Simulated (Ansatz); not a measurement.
Read the following structure.

```
CELL_PARAMETERS angstrom
-1.37435 0.00000 1.99914
-2.74670 0.00000 -1.99778
2.06052 -3.56893 -0.00068
ATOMIC_POSITIONS crystal
Ni 0.00000 0.00000 0.00000
Ni 0.33333 0.33333 0.66667
Ni 0.66667 0.66667 0.33333
```

> What would you see if this were drawn?

The element is nickel. Strictly the space group is R-3m (No. 166, within 0.01 Å). It is a distorted form of a face-centred cubic structure, space group Fm-3m (No. 225) within 0.25 Å: face-centred cubic (Cu type). The cell holds three atoms. About every Ni there are twelve Ni in a cuboctahedral arrangement at 2.38 to 2.43 Å. The bonds build a three-dimensional framework.

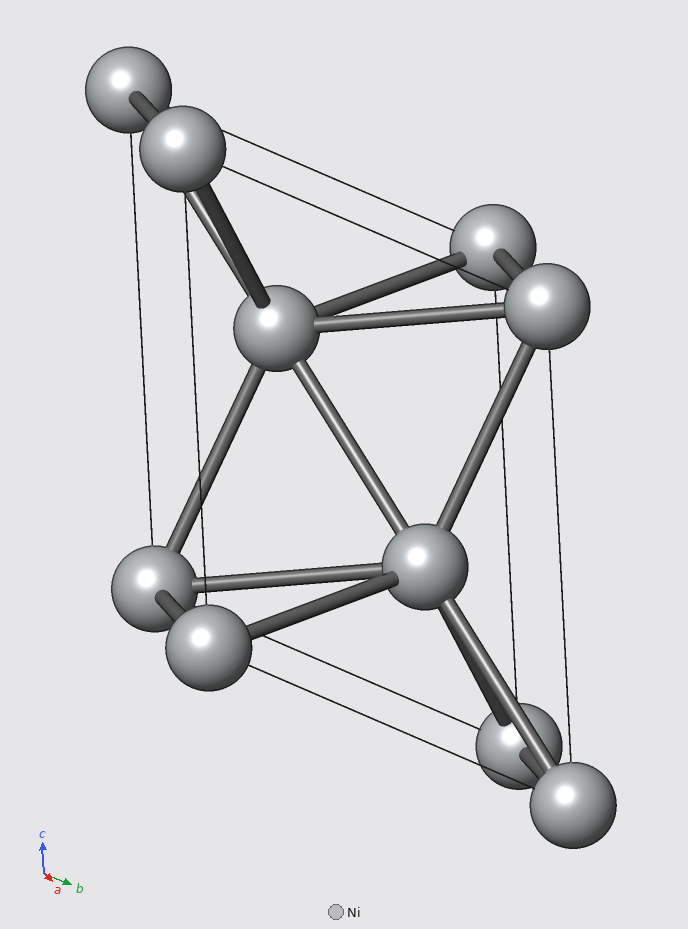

Structure drawing (ball-and-stick), viewed slightly off an axis. One unit cell is outlined, and atoms on its boundary appear in each equivalent place.

The cell started as a structure listed in the Materials Project. It was relaxed with Ansatz 0.2.0, DFT LDA, scalar-relativistic, plane waves, PAW under a constraint or pressure on the cell, so some stress remains.

At this level of theory the cell isn't at rest (compressed, at 7 GPa), so its distances can differ from those at equilibrium, the more so the softer the solid.
